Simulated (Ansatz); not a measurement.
**Run report: YZr7O16 (charge −1), geometry relaxation (part 2 of 3)**

YZr7O16 (defect cell, 24 atoms in the cell, total charge −1); DFT, PBE, plane waves, PAW, no spin polarisation (Ansatz 0.2.0); cutoff 420 eV, 2×2×2 k-mesh, Methfessel–Paxton smearing of 2 eV. The structure derives from a Materials Project entry. Some settings of this run were made unusual or wrong on purpose.

Geometry of the input (Å; fractional positions):
```
-5.1158  -5.1158  0.0000
-5.1158  0.0000  -5.1158
0.0000  -5.1158  -5.1158
Y  0.5012  0.4901  0.0035
Zr 1.0018  0.4955  0.0003
Zr 0.4986  0.9988  -0.0001
Zr 0.9978  0.9949  0.0041
Zr 0.5027  0.4994  0.4993
Zr 1.0016  0.4958  0.5031
Zr 0.4987  0.9988  0.5032
Zr 1.0000  0.9973  0.5016
O  0.3878  0.3799  0.3896
O  0.8454  0.3571  0.3978
O  0.3597  0.8422  0.4000
O  0.8964  0.8960  0.3468
O  0.3847  0.3851  0.8426
O  0.8839  0.3339  0.8930
O  0.3463  0.8821  0.8860
O  0.8983  0.8945  0.8612
O  0.1460  0.1420  0.1279
O  0.5941  0.1036  0.1507
O  0.1030  0.5941  0.1507
O  0.6499  0.6432  0.1011
O  0.1451  0.1433  0.5839
O  0.6263  0.0805  0.6473
O  0.0822  0.6240  0.6467
O  0.6486  0.6459  0.6065
```

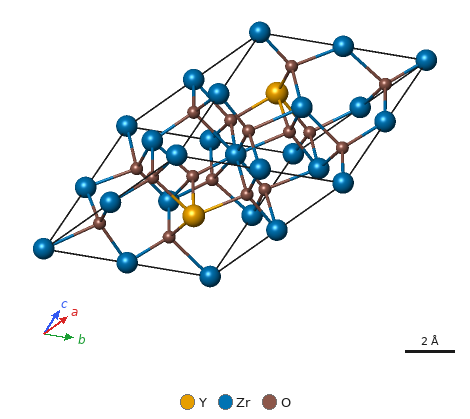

**Figure 1.** The geometry at step 3 of the log (ball-and-stick view of the cell of the calculation, seen at an oblique angle).

Output, continued
```
  k-point 0: bands = ["-36.3652", "-36.3489", "-36.3438", "-36.3304", "-36.2124", "-35.9297", "-35.9283", "-28.1884", "-14.8909", "-14.8849", "-14.8849", "-14.8640", "-14.7723", "-14.7250", "-14.7233", "-14.4395", "-14.3484", "-14.3478", "-14.3269", "-14.3252", "-14.3162", "-14.2838", "-14.2103", "-14.1579", "-14.1575", "-14.1120", "-14.1074", "-14.0765", "-14.0761", "-8.6209", "-8.6208", "-8.5891", "-6.2595", "-5.3538", "-5.3531", "-5.2844", "-5.2018", "-5.0415", "-4.7956", "-4.7945", "-4.2352", "-4.1823", "-4.1461", "-4.1458", "-4.0373", "-3.8662", "-3.8239", "-3.8237", "6.0420", "6.1033", "6.3292", "6.6267", "6.7528", "6.7534", "7.3834", "7.3845", "7.5404", "7.6112", "7.6122", "7.8057", "7.8081", "7.8163", "8.6464", "8.6623", "8.6625", "8.7507", "8.8915", "8.8917", "9.0333", "9.0356", "9.0569", "9.2803", "9.3513", "9.4579", "9.4604", "9.6335", "9.9561", "10.0331", "10.0509", "10.0534", "10.0700", "10.1844", "10.2885", "10.2912", "10.3149", "10.4918", "10.4966", "10.5102", "10.6182", "10.6189", "10.7918", "10.9045", "10.9945", "11.1981", "11.1987", "11.3883", "15.3216", "15.6482", "15.6509", "15.7606", "16.0411", "16.1048", "16.1109", "16.1208", "16.1264", "16.1899", "16.2271", "16.5200", "16.7647", "16.9588", "17.5280", "17.5289", "17.5891", "17.7988", "17.9854", "17.9866", "17.9940", "17.9950", "18.3483", "18.4467", "18.8591", "18.8619", "19.1070", "19.5137", "19.5142", "19.7617", "20.1410", "20.4288", "20.4335", "20.4352", "20.5824", "20.8039", "20.8182", "20.8609", "20.8636", "20.9363", "21.0231", "21.5520", "21.5526", "21.6956", "21.8029", "24.9802", "25.0982", "25.3256", "25.3271", "25.4082", "25.5224", "25.5259", "25.5847"]
  k-point 1: bands = ["-36.3562", "-36.3548", "-36.3387", "-36.3376", "-36.2130", "-35.9297", "-35.9290", "-28.1886", "-14.8301", "-14.7883", "-14.7561", "-14.7313", "-14.6637", "-14.5963", "-14.5653", "-14.5523", "-14.5209", "-14.5012", "-14.4166", "-14.3491", "-14.3139", "-14.3058", "-14.2763", "-14.2474", "-14.2040", "-14.1863", "-14.1266", "-14.1189", "-14.0823", "-8.7297", "-8.6469", "-8.6261", "-5.6052", "-5.4912", "-4.9198", "-4.8813", "-4.8501", "-4.7991", "-4.7050", "-4.6923", "-4.4857", "-4.4268", "-4.3444", "-4.3176", "-4.2601", "-4.2038", "-4.1455", "-4.0900", "6.7804", "6.8273", "6.8684", "6.9625", "7.0324", "7.0542", "7.2038", "7.2060", "7.2872", "7.3748", "7.8156", "7.9153", "8.0182", "8.0994", "8.1246", "8.1684", "8.2171", "8.2295", "8.3772", "8.3961", "8.4198", "8.4428", "8.4947", "8.6284", "9.7255", "9.7768", "9.8468", "9.9797", "9.9958", "10.0657", "10.0846", "10.1573", "10.1993", "10.2616", "10.2988", "10.3183", "10.3962", "10.4990", "10.5154", "10.5321", "10.6235", "10.6920", "10.7447", "10.8073", "10.9353", "10.9401", "11.0093", "11.1821", "15.7692", "15.8471", "15.9167", "16.0522", "16.0548", "16.0870", "16.2331", "16.3012", "16.4360", "16.5068", "16.6003", "16.6251", "16.6327", "16.7292", "17.6712", "17.7200", "17.8565", "17.9241", "17.9702", "18.1121", "18.3675", "18.6066", "18.7684", "18.8297", "18.8499", "18.9735", "19.2150", "19.3355", "19.4483", "19.5180", "19.8363", "19.8481", "19.9149", "20.0030", "20.0927", "20.3038", "20.6617", "20.6943", "20.9567", "21.0325", "21.3187", "21.4124", "22.3855", "22.4956", "22.7672", "22.8613", "23.0663", "23.4670", "24.9133", "25.0663", "25.9031", "25.9608", "26.0786"]
  k-point 2: bands = ["-36.3560", "-36.3549", "-36.3387", "-36.3375", "-36.2130", "-35.9295", "-35.9292", "-28.1886", "-14.8299", "-14.7887", "-14.7560", "-14.7313", "-14.6639", "-14.5963", "-14.5651", "-14.5524", "-14.5208", "-14.5012", "-14.4167", "-14.3490", "-14.3142", "-14.3056", "-14.2759", "-14.2479", "-14.2039", "-14.1860", "-14.1268", "-14.1187", "-14.0826", "-8.7296", "-8.6469", "-8.6262", "-5.6051", "-5.4913", "-4.9197", "-4.8813", "-4.8498", "-4.7992", "-4.7052", "-4.6923", "-4.4858", "-4.4267", "-4.3448", "-4.3174", "-4.2602", "-4.2035", "-4.1455", "-4.0899", "6.7805", "6.8274", "6.8684", "6.9624", "7.0325", "7.0541", "7.2035", "7.2061", "7.2872", "7.3747", "7.8156", "7.9152", "8.0183", "8.0994", "8.1246", "8.1685", "8.2170", "8.2294", "8.3774", "8.3962", "8.4197", "8.4430", "8.4945", "8.6284", "9.7256", "9.7768", "9.8468", "9.9798", "9.9957", "10.0656", "10.0846", "10.1574", "10.1995", "10.2614", "10.2988", "10.3181", "10.3962", "10.4990", "10.5152", "10.5320", "10.6232", "10.6920", "10.7447", "10.8074", "10.9355", "10.9404", "11.0094", "11.1820", "15.7692", "15.8471", "15.9167", "16.0522", "16.0545", "16.0873", "16.2328", "16.3012", "16.4362", "16.5067", "16.6000", "16.6254", "16.6329", "16.7294", "17.6711", "17.7198", "17.8564", "17.9241", "17.9701", "18.1117", "18.3680", "18.6071", "18.7680", "18.8297", "18.8500", "18.9739", "19.2147", "19.3352", "19.4483", "19.5178", "19.8364", "19.8480", "19.9151", "20.0028", "20.0928", "20.3043", "20.6617", "20.6941", "20.9563", "21.0326", "21.3188", "21.4128", "22.3856", "22.4957", "22.7671", "22.8610", "23.0662", "23.4671", "24.9131", "25.0667", "25.9033", "25.9604", "26.0787"]
  k-point 7: bands = ["-36.3561", "-36.3549", "-36.3387", "-36.3376", "-36.2130", "-35.9297", "-35.9290", "-28.1886", "-14.8302", "-14.7883", "-14.7561", "-14.7314", "-14.6637", "-14.5963", "-14.5653", "-14.5523", "-14.5209", "-14.5011", "-14.4166", "-14.3491", "-14.3139", "-14.3058", "-14.2764", "-14.2474", "-14.2040", "-14.1863", "-14.1266", "-14.1189", "-14.0823", "-8.7297", "-8.6469", "-8.6261", "-5.6052", "-5.4912", "-4.9198", "-4.8813", "-4.8501", "-4.7991", "-4.7050", "-4.6923", "-4.4857", "-4.4268", "-4.3444", "-4.3176", "-4.2601", "-4.2038", "-4.1454", "-4.0900", "6.7804", "6.8272", "6.8684", "6.9625", "7.0324", "7.0542", "7.2035", "7.2063", "7.2872", "7.3747", "7.8156", "7.9153", "8.0183", "8.0994", "8.1246", "8.1684", "8.2172", "8.2295", "8.3772", "8.3961", "8.4198", "8.4428", "8.4947", "8.6284", "9.7255", "9.7768", "9.8468", "9.9796", "9.9958", "10.0657", "10.0846", "10.1573", "10.1993", "10.2616", "10.2988", "10.3183", "10.3963", "10.4990", "10.5155", "10.5321", "10.6235", "10.6919", "10.7447", "10.8073", "10.9352", "10.9402", "11.0093", "11.1821", "15.7692", "15.8471", "15.9168", "16.0522", "16.0547", "16.0869", "16.2331", "16.3013", "16.4359", "16.5068", "16.6002", "16.6252", "16.6327", "16.7292", "17.6711", "17.7200", "17.8565", "17.9241", "17.9702", "18.1121", "18.3675", "18.6065", "18.7684", "18.8296", "18.8499", "18.9735", "19.2150", "19.3355", "19.4483", "19.5179", "19.8364", "19.8481", "19.9149", "20.0031", "20.0927", "20.3038", "20.6616", "20.6943", "20.9566", "21.0324", "21.3187", "21.4125", "22.3856", "22.4956", "22.7673", "22.8613", "23.0663", "23.4670", "24.9133", "25.0664", "25.9031", "25.9608", "26.0785"]
--- Relaxed structure (4 steps of the walk, 4 accepted, 0 SCFs on fresh bases) ---
  F+E_penalty+E_count = -42240.65515112 eV   max|allowed force component| = 7.157e-3 eV/Å
  atoms:
    - { symbol: Y, position: [0.5000194372771849, 0.4965720197892102, 0.0019238888582513436] }
    - { symbol: Zr, position: [1.0013433918133368, 0.49528774212891624, 0.0005578870878818476] }
    - { symbol: Zr, position: [0.498553197355509, 0.9979812273058519, 0.0005584645789372122] }
    - { symbol: Zr, position: [0.9983876734969492, 0.9949815402814741, 0.003540159846202373] }
    - { symbol: Zr, position: [0.5015821369424316, 0.49821138464225, 0.5003226342236472] }
    - { symbol: Zr, position: [1.0014179728784105, 0.4951926376591297, 0.503324519366725] }
    - { symbol: Zr, position: [0.49864832416307037, 0.9979076365454557, 0.5032766370437723] }
    - { symbol: Zr, position: [0.9999322070412124, 0.9966471250443251, 0.501935827996672] }
    - { symbol: O, position: [0.3903063998039691, 0.3871299334766662, 0.38319130914195904] }
    - { symbol: O, position: [0.8402132500653832, 0.35384702852660416, 0.4034156989908512] }
    - { symbol: O, position: [0.35722868785529427, 0.8368596406300545, 0.4029539526917659] }
    - { symbol: O, position: [0.9014615688226336, 0.8976128259067179, 0.34218547249851794] }
    - { symbol: O, position: [0.39061640580453283, 0.38682410515774857, 0.839811282723635] }
    - { symbol: O, position: [0.8812477035846705, 0.3344552068018851, 0.8922023824326211] }
    - { symbol: O, position: [0.3378896725208623, 0.8778583773506868, 0.8925135727752517] }
    - { symbol: O, position: [0.9010706307525576, 0.8980025377225475, 0.859189259756702] }
    - { symbol: O, position: [0.14976148577442824, 0.14665423730039615, 0.1287636669957156] }
    - { symbol: O, position: [0.5931434189744983, 0.10000994231825486, 0.15372514688059621] }
    - { symbol: O, position: [0.10349296578269568, 0.5896743136870292, 0.15356152190309344] }
    - { symbol: O, position: [0.6517883205179181, 0.6482069300260231, 0.0950678573446368] }
    - { symbol: O, position: [0.15003043063144544, 0.14638376736695966, 0.5752640352124588] }
    - { symbol: O, position: [0.6268565783686892, 0.06986334612303069, 0.6517430315366592] }
    - { symbol: O, position: [0.07338358125779465, 0.6233884995493628, 0.6519572228699508] }
    - { symbol: O, position: [0.6516188387145235, 0.6483762220594197, 0.6053863777434964] }
```

Trajectory as extended XYZ (Å, eV, eV/Å), 4 frames, from step=1 to step=4
```
24
Lattice="-5.1158 -5.1158 0.0000 -5.1158 0.0000 -5.1158 0.0000 -5.1158 -5.1158" Properties=species:S:1:pos:R:3:forces:R:3 step=1 energy=-42240.53626
Y    -5.0711   -2.5816   -2.5249   -0.3795   0.1945  -0.4106
Zr   -7.6599   -5.1262   -2.5365    0.1732   0.0419   0.0689
Zr   -7.6601   -2.5498   -5.1089    0.2426   0.1895   0.3109
Zr  -10.1940   -5.1252   -5.1103   -0.2895  -0.3576   0.3791
Zr   -5.1265   -5.1260   -5.1087    0.0493   0.0469   0.1169
Zr   -7.6601   -7.6977   -5.1100    0.1025  -0.0705   0.0437
Zr   -7.6608   -5.1253   -7.6838    0.1630  -0.1690  -0.2949
Zr  -10.2181   -7.6820   -7.6681   -0.0524   0.0361  -0.0607
O    -3.9277   -3.9770   -3.9366   -0.3989   0.2473   0.0012
O    -6.1520   -6.3599   -3.8620    0.2054  -0.0147  -0.1232
O    -6.1482   -3.8862   -6.3546    0.1766  -0.1045   0.1232
O    -9.1693   -6.3596   -6.3578   -0.1107   0.1626   0.1828
O    -3.9382   -6.2786   -6.2806   -0.2779  -0.1519  -0.0275
O    -6.2301   -9.0902   -6.2768   -0.0884   0.2990  -0.1097
O    -6.2839   -6.3042   -9.0452    0.7706   0.1951  -0.1779
O    -9.1714   -9.0013   -8.9816   -0.1142  -0.1096  -0.1666
O    -1.4734   -1.4011   -1.3807   -0.1722  -0.1880  -0.1460
O    -3.5693   -3.8102   -1.3008   -0.0012  -0.0614   0.0858
O    -3.5661   -1.2978   -3.8099   -0.1252  -0.2930  -0.0586
O    -6.6153   -3.8421   -3.8081   -0.1166   0.2489  -0.0245
O    -1.4754   -3.7292   -3.7199   -0.1101   0.1644   0.1105
O    -3.6162   -6.5157   -3.7234    0.0336  -0.2604   0.1609
O    -3.6130   -3.7290   -6.5006    0.3365   0.1970  -0.0816
O    -6.6228   -6.4213   -6.4075   -0.0164  -0.2425   0.0981
24
Lattice="-5.1158 -5.1158 0.0000 -5.1158 0.0000 -5.1158 0.0000 -5.1158 -5.1158" Properties=species:S:1:pos:R:3:forces:R:3 step=2 energy=-42240.60026
Y    -5.1053   -2.5706   -2.5456    0.1438  -0.0073   0.0906
Zr   -7.6584   -5.1362   -2.5477   -0.1086   0.0412   0.0183
Zr   -7.6482   -2.5421   -5.1005   -0.2455  -0.3895  -0.2808
Zr  -10.2143   -5.1166   -5.1163    0.3796   0.0721  -0.0788
Zr   -5.1120   -5.1277   -5.0992   -0.0120  -0.0194  -0.1531
Zr   -7.6583   -7.6963   -5.0979   -0.0249   0.1272  -0.1121
Zr   -7.6506   -5.1328   -7.6905   -0.1638   0.2067   0.4581
Zr  -10.2097   -7.6877   -7.6620    0.0528  -0.0767   0.1005
O    -3.9555   -3.9508   -3.9226   -0.0782  -0.2845  -0.2862
O    -6.1290   -6.3696   -3.8663    0.0059   0.1713  -0.0635
O    -6.1285   -3.8957   -6.3430    0.2228  -0.0649   0.0466
O    -9.1783   -6.3483   -6.3449   -0.1819   0.0112  -0.0287
O    -3.9617   -6.2993   -6.2892   -0.0282   0.2953   0.2649
O    -6.2438   -9.0660   -6.2871    0.1237  -0.2254   0.1688
O    -6.2407   -6.2955   -9.0510   -0.1027   0.0962  -0.0749
O    -9.1802   -9.0066   -8.9954   -0.1180  -0.0723   0.0301
O    -1.4879   -1.4233   -1.4037   -0.1309   0.0595   0.0597
O    -3.5657   -3.8057   -1.3027    0.2418  -0.1158   0.0314
O    -3.5872   -1.3153   -3.8102    0.3041   0.0191   0.0524
O    -6.6241   -3.8333   -3.8087   -0.1511   0.0961  -0.0243
O    -1.4835   -3.7110   -3.6997   -0.1673  -0.1478   0.0032
O    -3.6022   -6.5421   -3.7000    0.2975   0.1396  -0.0209
O    -3.5732   -3.7119   -6.5159   -0.0589  -0.0149  -0.0526
O    -6.6249   -6.4326   -6.3972   -0.2001   0.0827  -0.1482
24
Lattice="-5.1158 -5.1158 0.0000 -5.1158 0.0000 -5.1158 0.0000 -5.1158 -5.1158" Properties=species:S:1:pos:R:3:forces:R:3 step=3 energy=-42240.65457
Y    -5.0984   -2.5681   -2.5498   -0.0018   0.0018  -0.0042
Zr   -7.6559   -5.1263   -2.5358   -0.0033   0.0016   0.0103
Zr   -7.6564   -2.5548   -5.1076    0.0020   0.0108  -0.0019
Zr  -10.1960   -5.1259   -5.1079   -0.0120  -0.0011  -0.0001
Zr   -5.1162   -5.1265   -5.1076    0.0108   0.0053  -0.0032
Zr   -7.6559   -7.6976   -5.1073   -0.0032  -0.0122  -0.0049
Zr   -7.6564   -5.1262   -7.6796    0.0019   0.0008  -0.0079
Zr  -10.2141   -7.6840   -7.6656    0.0010  -0.0007  -0.0001
O    -3.9778   -3.9599   -3.9390    0.0007   0.0212   0.0194
O    -6.1067   -6.3590   -3.8696   -0.0130  -0.0057   0.0060
O    -6.1068   -3.8934   -6.3463   -0.0075   0.0044  -0.0039
O    -9.2058   -6.3572   -6.3479    0.0116  -0.0072  -0.0052
O    -3.9778   -6.2902   -6.2787    0.0025  -0.0226  -0.0189
O    -6.2190   -9.0771   -6.2775   -0.0010   0.0252  -0.0232
O    -6.2189   -6.2910   -9.0542   -0.0021  -0.0234   0.0214
O    -9.2059   -9.0074   -8.9869    0.0133   0.0050   0.0083
O    -1.5182   -1.4301   -1.4090   -0.0087   0.0125   0.0163
O    -3.5447   -3.8212   -1.2942   -0.0191   0.0221  -0.0238
O    -3.5444   -1.3127   -3.8080   -0.0271  -0.0269   0.0290
O    -6.6523   -3.8225   -3.8065    0.0257   0.0293   0.0213
O    -1.5181   -3.7060   -3.6914   -0.0079  -0.0206  -0.0076
O    -3.5630   -6.5445   -3.6927    0.0075   0.0155  -0.0101
O    -3.5623   -3.7053   -6.5254    0.0060  -0.0146   0.0126
O    -6.6522   -6.4301   -6.4089    0.0237  -0.0201  -0.0298
24
Lattice="-5.1158 -5.1158 0.0000 -5.1158 0.0000 -5.1158 0.0000 -5.1158 -5.1158" Properties=species:S:1:pos:R:3:forces:R:3 step=4 energy=-42240.65515
Y    -5.0984   -2.5679   -2.5502    0.0008   0.0001  -0.0002
Zr   -7.6565   -5.1256   -2.5367    0.0022  -0.0005  -0.0003
Zr   -7.6560   -2.5534   -5.1084   -0.0020  -0.0036  -0.0005
Zr  -10.1977   -5.1257   -5.1083   -0.0068  -0.0002   0.0002
Zr   -5.1148   -5.1256   -5.1083    0.0072   0.0010  -0.0012
Zr   -7.6564   -7.6980   -5.1082    0.0021   0.0038   0.0001
Zr   -7.6561   -5.1257   -7.6798   -0.0016   0.0004   0.0000
Zr  -10.2142   -7.6833   -7.6665   -0.0004  -0.0019   0.0021
O    -3.9772   -3.9571   -3.9408    0.0033  -0.0011  -0.0020
O    -6.1086   -6.3622   -3.8740    0.0007  -0.0045   0.0057
O    -6.1088   -3.8890   -6.3427    0.0032   0.0031  -0.0044
O    -9.2038   -6.3623   -6.3426   -0.0027  -0.0041  -0.0037
O    -3.9773   -6.2947   -6.2753    0.0035   0.0018   0.0010
O    -6.2193   -9.0727   -6.2754   -0.0057  -0.0012   0.0007
O    -6.2196   -6.2945   -9.0569   -0.0007   0.0020  -0.0019
O    -9.2037   -9.0052   -8.9895   -0.0027   0.0030   0.0050
O    -1.5164   -1.4249   -1.4090    0.0021  -0.0029  -0.0020
O    -3.5461   -3.8209   -1.2981    0.0019  -0.0025   0.0024
O    -3.5461   -1.3150   -3.8023    0.0024   0.0038  -0.0032
O    -6.6506   -3.8208   -3.8025   -0.0026  -0.0028  -0.0018
O    -1.5164   -3.7105   -3.6918    0.0020   0.0031   0.0018
O    -3.5643   -6.5411   -3.6916   -0.0021  -0.0028   0.0018
O    -3.5646   -3.7107   -6.5244   -0.0013   0.0036  -0.0023
O    -6.6506   -6.4306   -6.4140   -0.0028   0.0023   0.0028
```

Outcome

- outcome: converged
- electrons treated: 192
- free energy: −42240.6552 eV
- Fermi energy: 13.750 eV
- gap on the k-point mesh: 3.86 eV
- final volume: 267.78 Å³
- largest force (length of the vector) at the end: 0.007 eV/Å
- hardware: 4 threads of Intel Xeon @ 2.50GHz (Skylake/Cascade Lake), 32 GiB of memory available, shared host
- wall time: 19 s (CPU time 72 s)
- peak memory: 1.2 GiB
